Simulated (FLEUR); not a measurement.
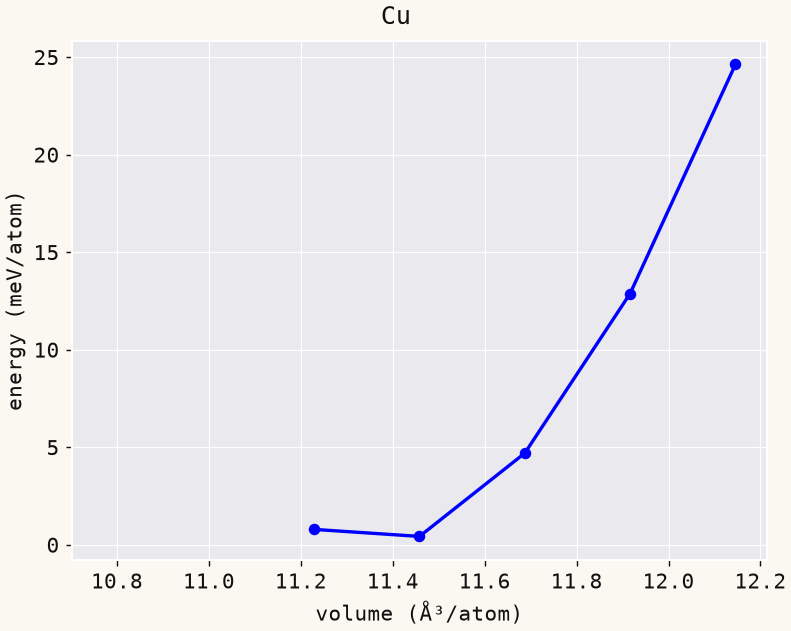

Plotted: energy against volume for Cu, space group I4/mmm (No. 139).

Cell as given: a = 2.461 Å, b = 2.461 Å, c = 2.461 Å, α = 108.22°, β = 108.22°, γ = 112.01°; 1 atom.

How it was computed, with FLEUR MaX-R8.1 (later development tree): all-electron LAPW DFT, no spin polarisation; energies at scaled volumes of the given cell, shape and fractions fixed, counted from the fit's minimum, third-order Birch-Murnaghan fit. Level: PBEsol.

k mesh 13×13×13; occupations Fermi–Dirac; smearing width 0.05 eV; potentials all electron; program settings basis FLAPW, kmax 4.64 1/bohr.

The points at volume 10.77 Å³/atom and 11.00 Å³/atom are left out of the plot. What values does the calculation give there?

```
volume (Å³/atom)  energy (meV/atom)
           10.77              17.38
           11.00               6.18
```

Caveats: shape and atomic fractions are frozen while scaling, which makes layered, chain and framework solids too stiff.
